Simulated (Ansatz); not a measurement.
# What a change does: single-point calculation on MoS2

System: MoS2 (P1, 6 atoms in the cell).
Method of run A: DFT PBE+D3(BJ), scalar-relativistic, plane waves, PAW, no spin polarisation (Ansatz 0.2.0).

The structure derives from an entry of the Crystallography Open Database. Text and figures count atoms from 1; the logs count them from 0 in places.

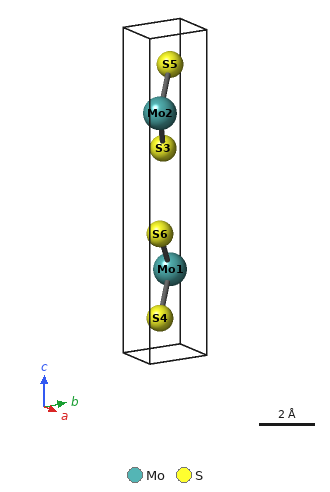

**Figure 1.** The input geometry (ball-and-stick view of the cell of the calculation, seen slightly off an axis; atoms are numbered from 1 in the order of the input). An atom can appear more than once, as a periodic image.

### The input, run A
```yaml
crystal:
  lattice:
    - [3.1493511256, 0.0, 0.0]
    - [-1.5746755628, 2.7274180802, 0.0]
    - [0.0, 0.0, 12.090753884]
  atoms:
    - { symbol: Mo, position: [0.3333333333, 0.6666666667, 0.25] }
    - { symbol: Mo, position: [0.6666666667, 0.3333333333, 0.75] }
    - { symbol: S, position: [0.2331634757, 0.5933372415, 0.6204905688] }
    - { symbol: S, position: [0.6666666667, 0.3333333333, 0.1204905688] }
    - { symbol: S, position: [0.3333333333, 0.6666666667, 0.8795094312] }
    - { symbol: S, position: [0.6666666667, 0.3333333333, 0.3795094312] }
basis:
  ecutwfc: 420
kpoints:
  mp_grid: { grid: [12, 12, 4] }
hamiltonian:
  xc: pbe
  dispersion: d3bj
scf:
  occupations: { method: gaussian, width: 0.05 }
output:
  forces: true
  stress: true
  eigenvalues: true
```

Command:
```bash
ansatz run input.yaml --threads 2 --pin off --max-ram 5120MiB --backend cpu --events-out ev --progress --plain --runs-dir out
```

Hardware: 2 threads of Intel Xeon @ 2.50GHz (Skylake/Cascade Lake), 16 GiB of memory available, shared host.

### Output, shortened to warnings, some set-up lines, iterations and results (run A)
```
Basis set: ecut = 420 eV, 2009 PW (Γ), exchange–correlation on 48×48×162 points (8 copies of the dense FFT grid, shifted against one another)
Symmetry: 1 space group operations
k-points: 292 of 576 (time reversal used)
Initial density: superposition of atomic densities (neutral atoms: chi_scale 0, normalization atom), corrected by the library's trained network
[...]
SCF iter   1: F=—  HF=-13527.665097 eV  |F-HF|=—  |Δ(HF+E_count)|=         —  Δρ=5.82e-3  dr2=1.29e-2  ethr=1.77e-3  ⟨swp⟩=6.7  Hψ=40911  notcnv=0
SCF iter   2: F=—  HF=-13527.671839 eV  |F-HF|=—  |Δ(HF+E_count)|=   6.74e-3  Δρ=3.31e-3  dr2=4.34e-3  ethr=2.49e-5  ⟨swp⟩=2.5  Hψ=18734  notcnv=0  defer=8
SCF iter   3: F=—  HF=-13527.675934 eV  |F-HF|=—  |Δ(HF+E_count)|=   4.10e-3  Δρ=2.44e-4  dr2=2.25e-4  ethr=8.34e-6  ⟨swp⟩=2.0  Hψ=13104  notcnv=0  defer=2
SCF iter   4: F=—  HF=-13527.675920 eV  |F-HF|=—  |Δ(HF+E_count)|=   1.47e-5  Δρ=9.81e-5  dr2=5.53e-5  ethr=4.32e-7  ⟨swp⟩=2.7  Hψ=12805  notcnv=0  defer=2
SCF iter   5: F=—  HF=-13527.675920 eV  |F-HF|=—  |Δ(HF+E_count)|=   2.45e-7  Δρ=3.69e-5  dr2=4.30e-6  ethr=1.06e-7  ⟨swp⟩=2.0  Hψ=11886  notcnv=0  defer=60
SCF iter   6: F=—  HF=-13527.675920 eV  |F-HF|=—  |Δ(HF+E_count)|=   4.92e-7  Δρ=1.18e-5  dr2=2.28e-7  ethr=8.28e-9  ⟨swp⟩=2.0  Hψ=12141  notcnv=0  defer=78
SCF iter   7: F=-13527.675920 eV  HF=-13527.675920 eV  |F-HF|=5.11e-9  |Δ(HF+E_count)|=   2.92e-8  Δρ=2.40e-6  dr2=6.76e-9  ethr=1.92e-10  ⟨swp⟩=6.7  Hψ=35842  notcnv=0
SCF 1 converged in 7 iterations: F = -13527.675920 eV  dr2 = 6.76e-9
SCF converged after 7 iterations
Free energy (F): -13527.675920 eV
Harris-Foulkes:  -13527.675920 eV  (|F-HF|=5.11e-9)
Internal energy: -13527.675920 eV  (E = F + TS)
E sigma→0 (E₀):  -13527.675920 eV
Fermi energy:    11.844141 eV
--- Per-component energies (eV) ---
  E_band       = -286.841722
  E_kinetic    = 1315.591310
  E_local      = -3767.741693  (includes V_loc(G=0)·N_el)
  E_nonlocal   = 398.923311
  E_hartree    = 1442.585814
  E_xc         = -758.258504
  E_vxc        = -811.721790  (∫ρ·V_xc dr)
  E_paw        = -8803.361348  (= ΣΔE_a)
  E_vpaw       = -307.065620  (= ΣTr[D̂ρ^β])
  E_aug_tail   = 0.000089  (compensation charges beyond the density's cutoff)
  E_ewald      = -3352.789029
  E_disp       = -2.625869  (pairwise vdW)
  E_smearing   = -0.000000  (= −TS)
  E_closure    = 0.000000  (closes the sum)
  Σ components = -13527.675920   (vs F -13527.675920, Δ=0.00e0)
--- Forces (eV/Å), atoms counted from 1 ---
  atom   1  Mo    -0.01389496    -0.01166797     0.00466528
  atom   2  Mo    -2.35088716    -1.96862392     1.01218980
  atom   3  S      2.41206534     1.91802852    -1.04225542
  atom   4  S      0.00640297     0.00509582    -0.00027676
  atom   5  S     -0.03338978     0.07312250     0.02958068
  atom   6  S     -0.02028694    -0.01594743    -0.00390835
  max |Σ_I F_I| component: 9.46e-6 eV/Å
--- Stress (GPa, compression-positive) ---
        1.967210       0.983057      -5.646778
        0.983057      -0.209692      -4.241444
       -5.646779      -4.241445       2.575795
  P = ⅓ Tr σ = 1.4444 GPa (14.444 kbar)
```

For run B the input was changed thus:
```diff
-    - { symbol: S, position: [0.2331634757, 0.5933372415, 0.6204905688] }
+    - { symbol: S, position: [0.3699980459, 0.7399960918, 0.6204905688] }
```

What does this change do to the results?

With the same functional and potentials, run B lies 35.0 meV per atom lower. The pressure goes from 1.44 to 0.72 GPa. The largest force goes from 3.253 to 2.255 eV/Å. The number of SCF iterations is the same. The irreducible k-points go from 292 to 164. On the same kind of shared host run B took about 0.56 times as long.

### Output, shortened to warnings, some set-up lines, iterations and results (run B)
```
Basis set: ecut = 420 eV, 2009 PW (Γ), exchange–correlation on 48×48×162 points (8 copies of the dense FFT grid, shifted against one another)
Symmetry: 2 space group operations
k-points: 164 of 576 (time reversal used)
Initial density: superposition of atomic densities (neutral atoms: chi_scale 0, normalization atom), corrected by the library's trained network
[...]
SCF iter   1: F=—  HF=-13527.873741 eV  |F-HF|=—  |Δ(HF+E_count)|=         —  Δρ=5.73e-3  dr2=9.90e-3  ethr=1.77e-3  ⟨swp⟩=6.7  Hψ=22988  notcnv=0
SCF iter   2: F=—  HF=-13527.881165 eV  |F-HF|=—  |Δ(HF+E_count)|=   7.42e-3  Δρ=3.26e-3  dr2=3.11e-3  ethr=1.90e-5  ⟨swp⟩=2.2  Hψ=9874  notcnv=0  defer=3
SCF iter   3: F=—  HF=-13527.885609 eV  |F-HF|=—  |Δ(HF+E_count)|=   4.44e-3  Δρ=2.18e-4  dr2=1.00e-4  ethr=5.97e-6  ⟨swp⟩=2.0  Hψ=7377  notcnv=0
SCF iter   4: F=—  HF=-13527.885620 eV  |F-HF|=—  |Δ(HF+E_count)|=   1.13e-5  Δρ=8.25e-5  dr2=2.27e-5  ethr=1.93e-7  ⟨swp⟩=2.4  Hψ=8639  notcnv=0
SCF iter   5: F=—  HF=-13527.885634 eV  |F-HF|=—  |Δ(HF+E_count)|=   1.32e-5  Δρ=2.44e-5  dr2=2.12e-6  ethr=4.37e-8  ⟨swp⟩=2.0  Hψ=6958  notcnv=0  defer=9
SCF iter   6: F=—  HF=-13527.885633 eV  |F-HF|=—  |Δ(HF+E_count)|=   2.44e-7  Δρ=8.69e-6  dr2=1.62e-7  ethr=4.08e-9  ⟨swp⟩=2.0  Hψ=6910  notcnv=0  defer=11
SCF iter   7: F=-13527.885633 eV  HF=-13527.885633 eV  |F-HF|=1.32e-9  |Δ(HF+E_count)|=   9.30e-9  Δρ=2.11e-6  dr2=6.29e-9  ethr=1.92e-10  ⟨swp⟩=6.8  Hψ=19477  notcnv=0
SCF 1 converged in 7 iterations: F = -13527.885633 eV  dr2 = 6.29e-9
SCF converged after 7 iterations
Free energy (F): -13527.885633 eV
Harris-Foulkes:  -13527.885633 eV  (|F-HF|=1.32e-9)
Internal energy: -13527.885633 eV  (E = F + TS)
E sigma→0 (E₀):  -13527.885633 eV
Fermi energy:    11.843939 eV
--- Per-component energies (eV) ---
  E_band       = -286.839362
  E_kinetic    = 1315.026976
  E_local      = -3764.535480  (includes V_loc(G=0)·N_el)
  E_nonlocal   = 398.737153
  E_hartree    = 1441.240941
  E_xc         = -758.158631
  E_vxc        = -811.593879  (∫ρ·V_xc dr)
  E_paw        = -8803.275315  (= ΣΔE_a)
  E_vpaw       = -306.955120  (= ΣTr[D̂ρ^β])
  E_aug_tail   = 0.000089  (compensation charges beyond the density's cutoff)
  E_ewald      = -3354.295694
  E_disp       = -2.625672  (pairwise vdW)
  E_smearing   = -0.000000  (= −TS)
  E_closure    = 0.000000  (closes the sum)
  Σ components = -13527.885633   (vs F -13527.885633, Δ=0.00e0)
--- Forces (eV/Å), atoms counted from 1 ---
  atom   1  Mo    -0.00000000     0.01294418     0.00234160
  atom   2  Mo     0.00000000     2.19406674     0.50647458
  atom   3  S     -0.00000000    -2.19389454    -0.52204347
  atom   4  S     -0.00000000    -0.00589172     0.00026163
  atom   5  S      0.00000000    -0.02516746     0.01522636
  atom   6  S     -0.00000000     0.01793966    -0.00226343
  max |Σ_I F_I| component: 3.14e-6 eV/Å
--- Stress (GPa, compression-positive) ---
       -0.589117       0.000000       0.000000
        0.000000       1.468948       5.001093
        0.000000       5.001094       1.285468
  P = ⅓ Tr σ = 0.7218 GPa (7.218 kbar)
```

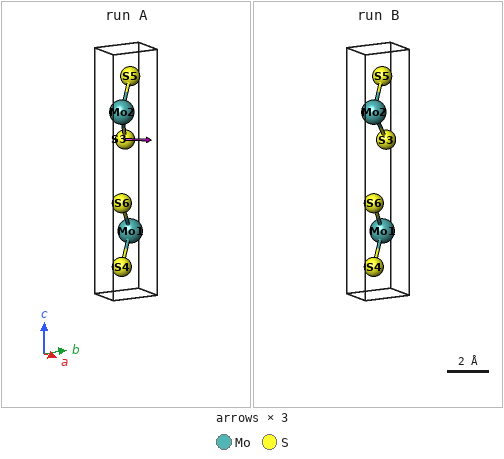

**Figure 2.** The two input geometries at one scale (ball-and-stick view of the cell of the calculation, seen slightly off an axis). The pink arrows on the first give the shifts of the atoms relative to the cell, magnified 3 times. S3 moves most: 0.45 Å. Mo stays in place. The cell doesn't change. Among the contacts that change: Mo2–S3 2.562 → 2.252 Å.

### The two runs side by side

```csv
quantity,run A,run B
outcome,converged,converged
free energy per atom (eV),−2254.6127,−2254.6476
gap on the mesh (eV),0.73,0.74
pressure (GPa),1.44,0.72
largest force (eV/Å),3.253,2.255
SCF iterations,7,7
irreducible k-points,292,164
plane waves at Γ,2009,2009
wall time (shared host),32 s,18 s
```
